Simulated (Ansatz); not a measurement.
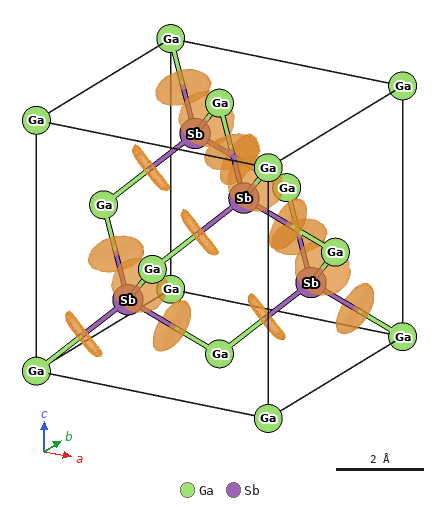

GaSb. Isosurface of the electron localisation function at 0.65 (orange), seen at an oblique angle. Core shells and regions of very low density are left out. Sticks mark near contacts.

Space group F-43m; a structure from a database of computed crystals, not necessarily the ambient phase.

These are results of Ansatz 0.2.0, DFT PBE, scalar-relativistic, plane waves, PAW, not measurements.

```
Ga Sb
1.0
     6.17015    0.00000    0.00000
     0.00000    0.00000   -6.17015
     0.00000    6.17015    0.00000
Ga Sb
4 4
Direct
  0.50000 0.50000 0.00000
  0.00000 0.50000 0.50000
  0.00000 0.00000 0.00000
  0.50000 0.00000 0.50000
  0.75000 0.75000 0.25000
  0.25000 0.75000 0.75000
  0.25000 0.25000 0.25000
  0.75000 0.25000 0.75000
```

What do the ELF domains correspond to?

The surface consists of 16 regions between bonded Ga–Sb atoms, counted in one cell of 8 atoms. Any copies at cell faces, edges or corners count once.

Values along the shortest contacts:
Ga–Sb (2.67 Å): the ELF peaks at about 0.70 between the atoms.

Does the calculation make it a metal, or give it a gap?

It is gapless in this calculation (a metal or semimetal).
